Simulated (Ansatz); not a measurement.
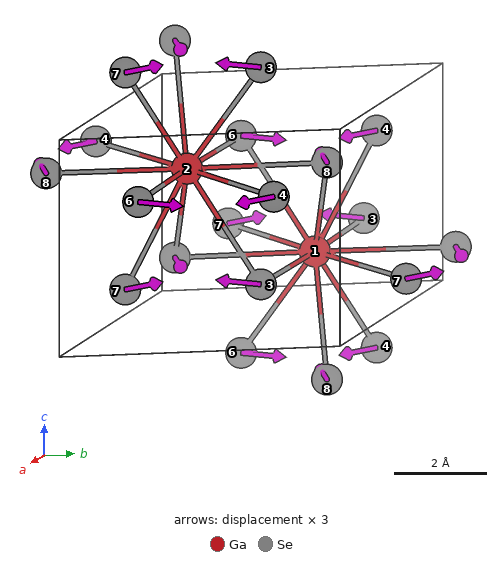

A relaxation of crystalline GaSe₃ (built on the Ni3Sn (D0_19)_194 type). The starting structure is drawn; purple arrows show the displacements (the part carried along by the change of the cell is left out), 3 times their true length.

Style: ball-and-stick. Shown: the cell of the calculation, slightly off an axis.

Case: Ni3Sn (D0_19) type (P6_3/mmc, No. 194).

Method: Ansatz 0.2.0, DFT PBE, scalar-relativistic, plane waves, PAW.

Input file:
```yaml
crystal:
  lattice:
    - [6.2335314016, 0.0, 0.0]
    - [-3.1167657008, 5.3983965491, 0.0]
    - [0.0, 0.0, 4.917000616]
  atoms:
    - { symbol: Ga, position: [0.3333333333, 0.6666666667, 0.25] }
    - { symbol: Ga, position: [0.6666666667, 0.3333333333, 0.75] }
    - { symbol: Se, position: [0.8275655227, 0.6551310454, 0.25] }
    - { symbol: Se, position: [0.1724344773, 0.8275655227, 0.75] }
    - { symbol: Se, position: [0.3448689546, 0.1724344773, 0.25] }
    - { symbol: Se, position: [0.1724344773, 0.3448689546, 0.75] }
    - { symbol: Se, position: [0.8275655227, 0.1724344773, 0.25] }
    - { symbol: Se, position: [0.6551310454, 0.8275655227, 0.75] }
basis:
  ecutwfc: 420
kpoints:
  mp_grid: { grid: [6, 6, 8] }
hamiltonian:
  xc: pbe
scf:
  occupations: { method: gaussian, width: 0.1 }
output:
  forces: true
  stress: true
  eigenvalues: true
relax:
  adjacent_minimum: "off"
  f_tol: 0.01
  max_steps: 80
  cell: { stress_tol: 0.05 }
```

Run as
```bash
ansatz run input.yaml --threads 1 --pin off --max-ram 2560MiB --backend cpu --events-out ev --progress --plain --runs-dir out
```

Q: Which element moves most?

A: Selenium: up to 0.36 Å, against 0.00 Å for gallium.

Q: What did the optimiser do to the structure, and how much energy did it gain?

A: The largest moves relative to the cell, 0.36 Å, are those of Se3, Se4, Se5, Se6, Se7 and Se8. Se6 goes along [1 2 0]. Ga stays in place. Cell: a = b 6.234 → 6.521 Å (+4.6 %), c 4.917 → 5.710 Å (+16.1 %). Volume +27.1 %. Some distances before and after: Se3–Se5 3.225 → 4.002 Å, Se3–Se4 3.084 → 3.673 Å, Se3–Se5 (another image) 3.009 → 2.520 Å, Ga1–Se4 3.010 → 3.204 Å. The space group stays P6_3/mmc (No. 194). The energy falls by 0.754 eV per cell of the calculation in 13 accepted moves (15 points after the start). Largest force component: 0.19 eV/Å at the start, 0.00018 eV/Å at the end. Pressure: 0.25 GPa at the start and 0.00 GPa at the end. At 2 points the geometry stayed and the basis and grid were re-selected for the new cell (energy shift of 18.2 meV per cell of the calculation at most each time). Cost: 11 min on 1 thread of Intel(R) Xeon(R) Platinum 8259CL CPU @ 2.50GHz (Skylake/Cascade Lake), with other jobs on the host, peak memory 0.78 GiB.
